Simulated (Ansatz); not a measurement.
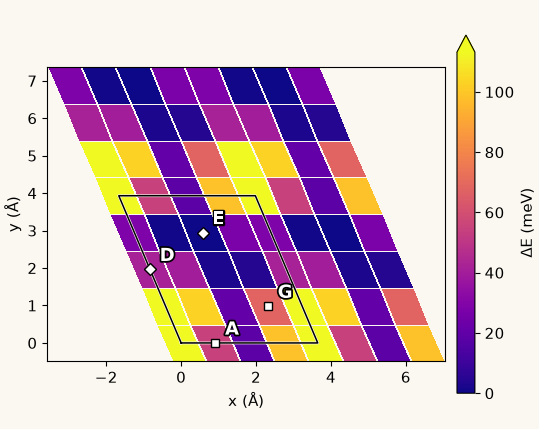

CO on a C(110) slab cut from the R-3m phase, its upper half relaxed before the scan (10 atoms of substrate and one adsorbate in a 1 × 1 cell). CO (O end down) is moved over the surface cell at a fixed height above a rigid substrate; the origin of the map has the adsorbate above C9; the height is held at 2.70 Å. Places are given modulo a cell vector. The map is drawn in real space over the plane of the surface. Grid: 4 × 4 points. Energies: meV, counted from the lowest grid point. With one adsorbate in each 1 × 1 cell, its nearest image is 3.6 Å away, so neighbouring adsorbates interact. At a fixed height the lowest place need not be the adsorption site. These are results of DFT PBE+D3(BJ), scalar-relativistic, plane waves, PAW in Ansatz 0.2.0, not measurements. Settings: cutoff 420 eV, k-mesh 8×7×1, gaussian smearing 0.05 eV, no spin polarisation.

Drawn: one coloured cell a grid point, the outline of one cell of the 2 × 2 shown, one colour for all values above the top of the scale, lettered points.

> Is G the lowest point of the computed grid?

No. G lies 68 meV above the lowest grid point, which is at (2/4, 3/4) of the cell vectors.

> Rank the lettered points by energy, lowest first.

E (0 meV), D (42 meV), A (55 meV), G (68 meV).

PAW datasets: the set soft_1.
